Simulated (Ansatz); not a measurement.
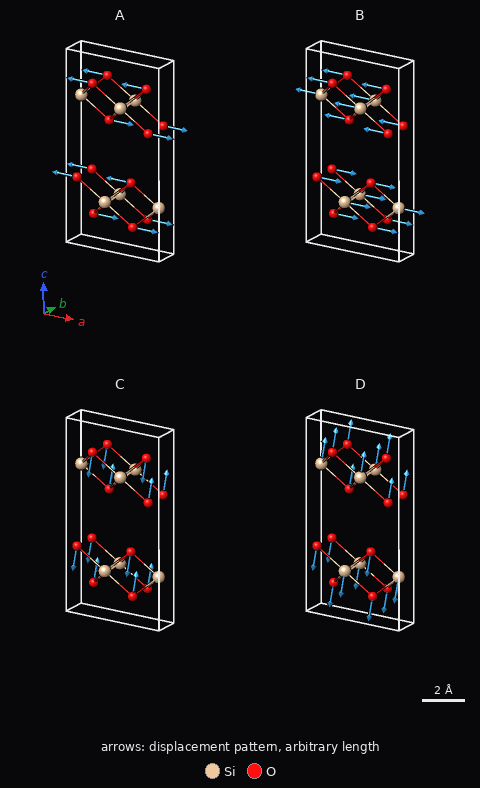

Four optical modes of crystalline SiO₂ (a generated structure) at the zone centre, in no order (one member of each degenerate set). The blue arrows give the relative displacements of the atoms. The picture is a ball-and-stick view of the conventional cell (2 times the calculation's cell), seen slightly off an axis. Lengths and directions refer to the drawn axes.

Method: DFT PBE+D3(BJ), scalar-relativistic, plane waves, PAW in Ansatz 0.2.0. Set-up: plane-wave cutoff 420 eV; k-point mesh 10 × 10 × 4; occupations fixed; no spin polarisation.

Frequencies are those without the non-analytic (LO–TO) term.

Question: Order them from the lowest to the highest frequency (imaginary ones first).

Answer: B (34 cm⁻¹), D (82 cm⁻¹), A (538 cm⁻¹), C (693 cm⁻¹). B, doubly degenerate: All motion is along a; whole layers move rigidly against one another; the kinetic energy is shared as O 53 %, Si 47 %. D, A_g: All motion is along [1 0 3]; whole layers move rigidly against one another; the kinetic energy is shared as O 53 %, Si 47 %. A, doubly degenerate: The Si atoms hardly move; all motion is along a; atoms of one kind move against one another, with no net shift of their sublattice; it stretches the shortest O–Si bonds (1.80 Å). C, A_g: The Si atoms stay at rest; all motion is along [1 0 3]; atoms of one kind move against one another, with no net shift of their sublattice.
